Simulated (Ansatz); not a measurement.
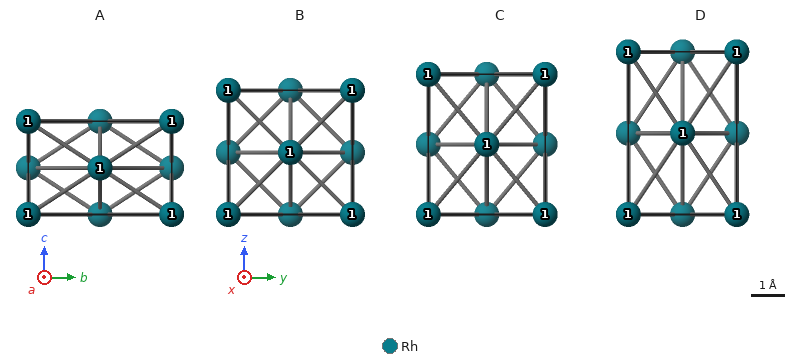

Crystalline Rh (Fm-3m): the ratio of the cell's length along z to its lengths across, counted as 1 for the reference, is changed at fixed volume (a tetragonal or Bain path), with the atoms kept at their fractional coordinates. x, y and z are the Cartesian axes of the input. Style: ball-and-stick. Shown: the conventional cell (4 times the calculation's cell), along the a axis. Lengths and directions refer to the drawn axes.

The calculation used Ansatz 0.2.0, DFT PBE, scalar-relativistic, plane waves, PAW. Set-up: plane-wave cutoff 420 eV; k-point mesh 30 × 30 × 30; occupations gaussian; smearing width 0.15 eV; no spin polarisation. Energies (free energies at the smearing named) are counted from the relaxed crystal.

Q: Order these geometries by energy, lowest first.

A: Lowest first: B (the relative ratio 1.00, 0 meV/atom), C (the relative ratio 1.20, 225 meV/atom), A (the relative ratio 0.65, 304 meV/atom), D (the relative ratio 1.50, 973 meV/atom). Over the whole scan: of the computed points the lowest is at the relative ratio 1.00, 0 meV/atom. A local maximum lies at 0.707 (358 meV/atom). The distortion takes the space group from Fm-3m to I4/mmm, except for Im-3m at 0.707. At the relative ratio 1.50 the cell of the drawing goes a 3.830 → 3.346 Å, b 3.830 → 3.346 Å, c 3.830 → 5.019 Å.
